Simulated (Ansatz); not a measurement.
## Hf16HO32: geometry relaxation (part 3 of 4)

Continued. System: Hf16HO32 (defect cell, 49 atoms in the cell). Method: DFT PBE, scalar-relativistic, plane waves, PAW, spin-polarised (Ansatz 0.2.0); cutoff 420 eV, 2×2×2 k-mesh, Gaussian smearing of 0.05 eV, collinear spins. The structure derives from an entry of the Crystallography Open Database.

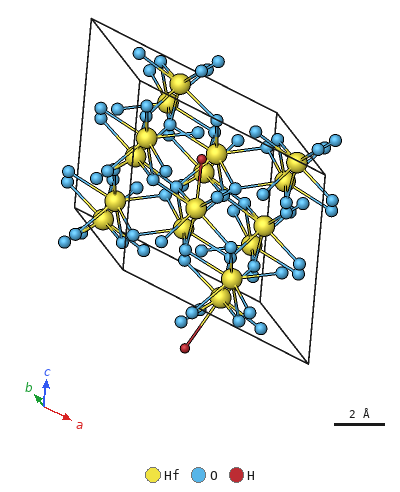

Fig. 1: The geometry at step 3 of the log (ball-and-stick view of the cell of the calculation, seen slightly off an axis; bonded neighbours outside the cell are drawn too).

## Output, continued
```
    - { symbol: O, position: [0.45526220968643927, 0.4978650988432496, 0.11697559596207131] }
    - { symbol: H, position: [0.4345280544679626, 0.2958845445249956, 0.7134051236136632] }
--- Löwdin populations: 49 sites ---
  site symbol       q [e]    m [muB]
     0     Hf     24.5790     0.0010
     1     Hf     24.5819    -0.0001
     2     Hf     24.5874     0.0005
     3     Hf     24.5817     0.0013
     4     Hf     24.5812    -0.0065
     5     Hf     24.5842     0.0022
     6     Hf     24.5779    -0.0021
     7     Hf     24.5797     0.0001
     8     Hf     24.6724     0.1251
     9     Hf     24.5785     0.0045
    10     Hf     24.5763     0.0005
    11     Hf     24.5806     0.0002
    12     Hf     24.5822     0.0058
    13     Hf     24.5811     0.0095
    14     Hf     24.5755     0.0029
    15     Hf     24.5810     0.0029
    16      O      6.6825     0.0007
    17      O      6.6775     0.0238
    18      O      6.6856    -0.0002
    19      O      6.6829     0.0014
    20      O      6.6835     0.0029
    21      O      6.6854     0.0001
    22      O      6.6759     0.0006
    23      O      6.6785     0.0002
    24      O      6.6670     0.0391
    25      O      6.6812     0.0022
    26      O      6.6788    -0.0002
    27      O      6.6824     0.0012
    28      O      6.6843     0.0068
    29      O      6.6850     0.0002
    30      O      6.6799     0.0021
    31      O      6.6832     0.0002
    32      O      6.6434     0.0008
    33      O      6.6442     0.0014
    34      O      6.6470     0.0153
    35      O      6.6432     0.0007
    36      O      6.6216     0.1566
    37      O      6.6391     0.0046
    38      O      6.6432     0.0004
    39      O      6.6425     0.0001
    40      O      6.6326     0.0622
    41      O      6.6408     0.0074
    42      O      6.6424     0.0001
    43      O      6.6429     0.0009
    44      O      6.6401     0.0029
    45      O      6.6429     0.0003
    46      O      6.6371     0.0120
    47      O      6.6464     0.0017
    48      H      0.9672     0.4914
  spilling = 0.002478 (of n_electrons = 609.000000)
settings of this run that can trade accuracy for cost: output.eigenvalues: false. Do not mix this run's numbers with those of runs without the same settings; the input reference describes each key
```

## Trajectory as extended XYZ (Å, eV, eV/Å), 8 frames, from step=1 to step=8
```
49
Lattice="4.2593 -5.1857 5.2139 -4.2593 -5.1857 -5.2139 5.9767 5.1857 -5.2139" Properties=species:S:1:pos:R:3:forces:R:3 step=1 energy=-269799.03937
Hf   -3.0279   -4.9798   -4.1294    0.4896   0.2109  -0.1504
Hf    2.0901    0.2059   -4.1294    0.3494  -0.1389   0.4939
Hf    1.2519   -5.0042    1.1331    0.5455  -0.1768  -1.4722
Hf    2.0901   -4.9798   -4.1294    0.1284   0.2218   0.2509
Hf    4.2968   -2.3853   -3.7010    0.0878   0.3053   0.4657
Hf    3.4573   -2.3870    1.5224   -0.0129   0.1792  -0.4377
Hf    4.3145    2.8223   -3.6533   -0.9749  -0.0621  -0.8975
Hf   -0.8021   -2.3870   -3.6914    0.0256  -0.3920  -0.2549
Hf    3.9346   -0.2046   -1.0547   -0.9107   0.0015  -1.2129
Hf    4.7453   -0.2059   -6.2984    0.1847   0.3846  -0.1107
Hf    3.8866   -5.3916   -1.0845   -0.3791   0.3017   0.1419
Hf    9.0046   -0.2059   -1.0845    0.1027  -0.2391   0.0885
Hf    6.7787   -2.7987   -1.5224   -0.0080  -0.0884   0.0672
Hf    1.6607   -7.9844   -1.5224    0.2683  -0.2400   0.3010
Hf    2.5457   -2.7868   -6.7722   -0.0681  -0.0374   1.5233
Hf    1.6607   -2.7987   -1.5224    0.2237   0.0725   0.2841
O     3.6015   -1.2544   -7.9246   -0.2635  -0.1779  -0.0195
O     2.6930   -1.2742   -2.6663    0.2375   0.1609  -0.9603
O     7.8565   -1.2965   -2.7384   -0.1475   0.4192   0.3898
O     2.7429   -6.4401   -2.7107   -0.0693  -0.1336   0.0011
O    -1.4549   -3.8473   -5.1101    0.0224   0.1249   0.3011
O     3.6783    1.3408   -5.1257    0.0597   0.0729   0.5679
O     2.8045   -3.8473    0.1038    0.1818  -0.1801   0.2918
O     3.6631   -3.8473   -5.1101    0.2299  -0.0045  -0.1013
O     3.2394    1.2256   -2.4634   -0.5201   1.0316  -0.5072
O    -1.8842   -3.9313   -2.5032    0.1211  -0.0850   0.0117
O     3.2338   -3.9313   -2.5032    0.2941  -0.0585  -0.0327
O     2.3751   -3.9313    2.7107    0.1432  -0.1522   0.1001
O     2.3135   -1.3384   -0.1038   -0.2606  -0.0761   0.3519
O     3.1722   -1.3384   -5.3176   -0.0451   0.0534   0.0502
O     2.3135   -6.5241   -0.1038   -0.0713   0.1505  -0.0646
O     7.4315   -1.3384   -0.1038   -0.0804   0.0792  -0.0488
O     6.0587   -3.4661   -3.4062   -0.6401   0.2559  -0.2099
O     5.2001   -3.4661    1.8076   -0.3375   0.1599  -0.2009
O     6.0497    1.7002   -3.3724   -0.1826   0.8699  -0.5328
O     0.9407   -3.4661   -3.4062   -0.4381   0.1073  -0.1770
O     5.5207   -0.8701   -4.4502   -0.2480  -0.7905   0.1009
O     4.6066   -0.8733    0.7993    0.5683  -0.0767   0.6754
O     5.4653    4.3124   -4.4146    0.3128   0.0032   0.2658
O     0.3473   -0.8733   -4.4146    0.4324   0.2614   0.0901
O     5.0230   -1.7167   -1.8062    0.8829  -1.1061  -0.0183
O    -0.0821   -6.9053   -1.8076    0.3340  -0.2769  -0.0035
O     0.7766   -1.7196   -7.0215    0.6768  -0.2657   0.1869
O    -0.0821   -1.7196   -1.8076    0.1180   0.0045   0.2005
O     5.6294   -4.3124   -0.7993   -0.4073  -0.2663  -0.1150
O     0.5114   -9.4981   -0.7993   -0.6109  -0.2356  -0.1409
O     1.3616   -4.3262   -5.9758    0.6054   0.8851  -0.4696
O     0.5114   -4.3124   -0.7993   -0.3820  -0.2439   0.1472
H     5.1782    0.4628   -3.0593   -0.5680  -0.8134   0.7894
49
Lattice="4.2593 -5.1857 5.2139 -4.2593 -5.1857 -5.2139 5.9767 5.1857 -5.2139" Properties=species:S:1:pos:R:3:forces:R:3 step=2 energy=-269799.62530
Hf   -3.0046   -4.9581   -4.1341   -0.0870  -0.1359   0.0428
Hf    2.0948    0.2264   -4.1178   -0.1041   0.0163  -0.0862
Hf    1.2523   -4.9969    1.0763    0.0687   0.3298  -0.0142
Hf    2.0974   -4.9461   -4.1300   -0.2749  -0.2044   0.0643
Hf    4.3007   -2.3862   -3.6823    0.3803   0.1445  -0.1049
Hf    3.4522   -2.3609    1.5027    0.1933  -0.0089   0.1008
Hf    4.2791    2.8507   -3.6850    0.0644  -0.1707  -0.0708
Hf   -0.8106   -2.3727   -3.6946    0.2173  -0.0225  -0.0379
Hf    3.9237   -0.2088   -1.1315    0.1430   0.1471  -0.0605
Hf    4.7525   -0.2084   -6.3016    0.0068  -0.2262  -0.0237
Hf    3.8764   -5.4048   -1.0820    0.3047  -0.0843  -0.0846
Hf    9.0012   -0.2306   -1.0747   -0.0685   0.1520  -0.2677
Hf    6.8003   -2.8344   -1.5184   -0.3091   0.1046  -0.0442
Hf    1.6506   -8.0001   -1.5063   -0.0955  -0.0051  -0.1812
Hf    2.5584   -2.7882   -6.7230   -0.1725  -0.0621   0.1493
Hf    1.6840   -2.7978   -1.5219   -0.2084   0.0097   0.1308
O     3.5771   -1.2627   -7.9232    0.0908   0.0943  -0.0533
O     2.6976   -1.2804   -2.7384    0.2936   0.2437   0.2750
O     7.8363   -1.2615   -2.7272    0.1466  -0.1743   0.1478
O     2.7136   -6.4395   -2.7115    0.0921   0.1849  -0.0166
O    -1.4317   -3.8434   -5.1080   -0.1453  -0.0045  -0.0559
O     3.6920    1.3322   -5.0934   -0.0449   0.1288  -0.0608
O     2.8321   -3.8531    0.1128   -0.2006  -0.0364  -0.1261
O     3.7022   -3.8496   -5.1033   -0.2047   0.0332   0.0134
O     3.2072    1.3016   -2.5019   -0.2080  -0.1149   0.1404
O    -1.8568   -3.9377   -2.5068   -0.1079   0.0691  -0.0009
O     3.2623   -3.9369   -2.4993   -0.2053   0.0865  -0.0242
O     2.3775   -3.9433    2.7097   -0.0157   0.0789   0.0131
O     2.3030   -1.3267   -0.1017   -0.0047  -0.1198  -0.2317
O     3.1792   -1.3230   -5.2939   -0.0260  -0.0781  -0.2536
O     2.3039   -6.5235   -0.1146    0.0283   0.1123   0.1137
O     7.4004   -1.3271   -0.1184    0.2039  -0.0831   0.1393
O     6.0378   -3.4669   -3.4127    0.1647  -0.1040  -0.0471
O     5.1783   -3.4473    1.7977   -0.1418  -0.0261  -0.1270
O     6.0149    1.7065   -3.3669    0.0403  -0.0790  -0.5800
O     0.9178   -3.4515   -3.4092    0.0907  -0.0390  -0.0578
O     5.5320   -0.9221   -4.4603    0.0851  -0.0877   0.0782
O     4.6305   -0.8557    0.7827    0.0722  -0.0464   0.2121
O     5.4941    4.3184   -4.3971   -0.1022  -0.1105   0.0061
O     0.3676   -0.8593   -4.4049   -0.1099  -0.1084   0.1067
O     5.0550   -1.7847   -1.7859   -0.1172  -0.0923   0.1888
O    -0.0731   -6.9174   -1.8132   -0.0256   0.1284   0.0274
O     0.8022   -1.7273   -7.0281   -0.0535   0.1704   0.2816
O    -0.0689   -1.7301   -1.7960    0.0600  -0.0383   0.0807
O     5.6141   -4.3360   -0.8043    0.1498   0.0415  -0.0680
O     0.4752   -9.5080   -0.8003    0.1748   0.0844  -0.0832
O     1.3600   -4.2981   -5.9990    0.2290   0.3162  -0.0194
O     0.4945   -4.3031   -0.8164    0.0539  -0.0839   0.1580
H     5.1478    0.3789   -2.8861   -0.3204  -0.3299   0.3108
49
Lattice="4.2593 -5.1857 5.2139 -4.2593 -5.1857 -5.2139 5.9767 5.1857 -5.2139" Properties=species:S:1:pos:R:3:forces:R:3 step=3 energy=-269799.74215
Hf   -3.0077   -4.9666   -4.1435   -0.0662  -0.0791   0.0857
Hf    2.0954    0.2243   -4.1223   -0.0511  -0.0359  -0.0178
Hf    1.2639   -4.9941    1.0716   -0.0232   0.3316   0.0138
Hf    2.0959   -4.9474   -4.1266    0.0185  -0.1030   0.1158
Hf    4.3174   -2.3793   -3.6829    0.1357   0.0264  -0.1410
Hf    3.4549   -2.3591    1.4972    0.0591  -0.0274   0.0444
Hf    4.2745    2.8410   -3.6860    0.2086  -0.1209  -0.1197
Hf   -0.8035   -2.3770   -3.6971    0.0364  -0.0277  -0.0085
Hf    3.9326   -0.1963   -1.1250   -0.2449   0.0046   0.1696
Hf    4.7541   -0.2109   -6.3039   -0.0485  -0.0558  -0.0354
Hf    3.8870   -5.3987   -1.0848    0.1206  -0.0594  -0.1234
Hf    9.0011   -0.2214   -1.0838   -0.0905   0.0336  -0.1063
Hf    6.7950   -2.8288   -1.5206   -0.0148   0.0458  -0.0099
Hf    1.6466   -7.9919   -1.5174   -0.0277   0.0192   0.0012
Hf    2.5528   -2.7867   -6.7289   -0.0511   0.0014   0.0177
Hf    1.6791   -2.7945   -1.5215   -0.0885  -0.0258   0.0628
O     3.5802   -1.2616   -7.9305    0.0526   0.0552  -0.0823
O     2.7245   -1.2629   -2.7265    0.1349   0.1495   0.0618
O     7.8479   -1.2647   -2.7240    0.0459  -0.0449   0.0908
O     2.7233   -6.4292   -2.7112    0.0172   0.0791  -0.0068
O    -1.4442   -3.8386   -5.1134   -0.0121  -0.0384  -0.0226
O     3.6875    1.3358   -5.0999   -0.0400   0.0442   0.0118
O     2.8285   -3.8501    0.1027   -0.1113  -0.0021  -0.0265
O     3.6931   -3.8419   -5.1031   -0.0526  -0.0065  -0.0053
O     3.1901    1.3009   -2.4995   -0.0545  -0.0494   0.0434
O    -1.8652   -3.9373   -2.5100    0.0186  -0.0016   0.0227
O     3.2573   -3.9265   -2.5012   -0.1146   0.0121  -0.0018
O     2.3766   -3.9332    2.7052   -0.0134   0.0307  -0.0096
O     2.3070   -1.3289   -0.1142    0.0207  -0.0373  -0.0627
O     3.1811   -1.3266   -5.3064    0.0174   0.0168  -0.0953
O     2.3128   -6.5170   -0.1165    0.0079   0.0203   0.0525
O     7.4126   -1.3286   -0.1138    0.0273  -0.0356   0.0415
O     6.0474   -3.4699   -3.4200   -0.0052   0.0045  -0.0047
O     5.1713   -3.4501    1.7841   -0.0708   0.0091  -0.0715
O     5.9941    1.6768   -3.3806    0.0902   0.0099  -0.2635
O     0.9226   -3.4513   -3.4118   -0.0019   0.0347  -0.0148
O     5.5489   -0.9275   -4.4622   -0.0791  -0.0783   0.1428
O     4.6359   -0.8536    0.7964    0.0238   0.0349   0.0450
O     5.4886    4.3078   -4.4041    0.0523   0.0197   0.0191
O     0.3689   -0.8619   -4.4026   -0.0138  -0.0154   0.0713
O     5.0460   -1.7941   -1.7670    0.0092  -0.0572   0.1216
O    -0.0714   -6.9088   -1.8213    0.0030   0.0594   0.0239
O     0.8010   -1.7250   -7.0215   -0.0003   0.0614   0.1329
O    -0.0691   -1.7282   -1.7935    0.0973  -0.0585   0.0140
O     5.6255   -4.3381   -0.8124    0.0323  -0.0335  -0.0317
O     0.4805   -9.5051   -0.8141    0.0504   0.0155  -0.0327
O     1.3671   -4.2771   -5.9922   -0.0238   0.0301  -0.0021
O     0.4960   -4.3067   -0.8109    0.0452  -0.0099   0.0244
H     5.0786    0.3150   -2.7712   -0.0251  -0.1464  -0.1352
49
Lattice="4.2593 -5.1857 5.2139 -4.2593 -5.1857 -5.2139 5.9767 5.1857 -5.2139" Properties=species:S:1:pos:R:3:forces:R:3 step=4 energy=-269799.79669
Hf   -3.0157   -4.9615   -4.1406    0.1043  -0.0580  -0.0388
Hf    2.0907    0.2281   -4.1257   -0.0087  -0.0984   0.0066
Hf    1.2639   -4.9576    1.0714    0.2004  -0.1131  -0.0271
Hf    2.0992   -4.9565   -4.1196   -0.0463   0.0260   0.0160
Hf    4.3181   -2.3795   -3.6797   -0.0435  -0.0443   0.0963
Hf    3.4547   -2.3530    1.5088   -0.0268  -0.0466  -0.1556
Hf    4.3041    2.8292   -3.6935   -0.1351  -0.0336  -0.0142
Hf   -0.8104   -2.3698   -3.6939    0.0626  -0.1205   0.0337
Hf    3.9115   -0.2033   -1.1065   -0.0440   0.0229  -0.0329
Hf    4.7449   -0.2199   -6.3023   -0.0230   0.1443  -0.1018
Hf    3.8912   -5.4140   -1.0924   -0.0307   0.1717   0.1211
Hf    8.9932   -0.2219   -1.0891    0.0247   0.0624   0.0185
Hf    6.7967   -2.8292   -1.5177   -0.0470   0.1442   0.0452
Hf    1.6537   -7.9931   -1.5249    0.0314   0.0601   0.1219
Hf    2.5453   -2.7995   -6.7282    0.0061   0.0904  -0.0038
Hf    1.6738   -2.8030   -1.5236   -0.0116   0.0591  -0.0375
O     3.5862   -1.2423   -7.9295   -0.0188  -0.0368   0.0637
O     2.7408   -1.2409   -2.7122    0.0006  -0.0431  -0.0519
O     7.8462   -1.2463   -2.7015    0.0009   0.0101  -0.0504
O     2.7362   -6.4284   -2.7022    0.0005   0.0284  -0.0191
O    -1.4440   -3.8417   -5.1187   -0.0323   0.0438   0.0178
O     3.6846    1.3397   -5.1065    0.0407  -0.0089   0.0454
O     2.8259   -3.8432    0.0912   -0.0162   0.0085   0.0454
O     3.6876   -3.8415   -5.1080    0.0340   0.0372   0.0138
O     3.1937    1.2940   -2.5024    0.0113   0.0058  -0.0386
O    -1.8523   -3.9303   -2.5102   -0.0572  -0.0596   0.0234
O     3.2462   -3.9309   -2.5078    0.0442  -0.0415   0.0105
O     2.3840   -3.9216    2.7010   -0.0013  -0.0537   0.0370
O     2.3017   -1.3372   -0.1119    0.0103   0.0198   0.0456
O     3.1758   -1.3333   -5.3098    0.0427  -0.0652  -0.0021
O     2.3100   -6.5221   -0.0985   -0.0112  -0.0270  -0.0797
O     7.4134   -1.3385   -0.0969    0.0541  -0.0042  -0.0129
O     6.0696   -3.4269   -3.4449   -0.0252   0.0063  -0.0071
O     5.1878   -3.4099    1.7396    0.0463  -0.0051   0.0789
O     6.0526    1.7582   -3.4669    0.0886   0.1053   0.1268
O     0.9474   -3.4017   -3.4581    0.0367  -0.0215   0.0867
O     5.5211   -0.8794   -4.4011   -0.0677  -0.0339  -0.1432
O     4.6101   -0.8077    0.8477   -0.0333  -0.0223  -0.0234
O     5.4685    4.3555   -4.3720   -0.0293   0.0091  -0.0321
O     0.3441   -0.8195   -4.3593   -0.0062   0.0194  -0.1017
O     5.0219   -1.8378   -1.7037   -0.0634   0.0060  -0.1147
O    -0.0827   -6.9369   -1.7804   -0.0612   0.0048  -0.0353
O     0.7847   -1.7732   -6.9752   -0.0359   0.0117  -0.0871
O    -0.0800   -1.7603   -1.7589   -0.0564   0.0171  -0.0345
O     5.6532   -4.3901   -0.8594    0.0340  -0.0221   0.0708
O     0.4996   -9.5349   -0.8520    0.0272   0.0091   0.0458
O     1.3778   -4.3186   -6.0241    0.1094   0.0341  -0.0404
O     0.5164   -4.3542   -0.8515    0.0338   0.0291   0.0721
H     5.0412    0.2107   -2.8415   -0.1131  -0.2266   0.0431
```
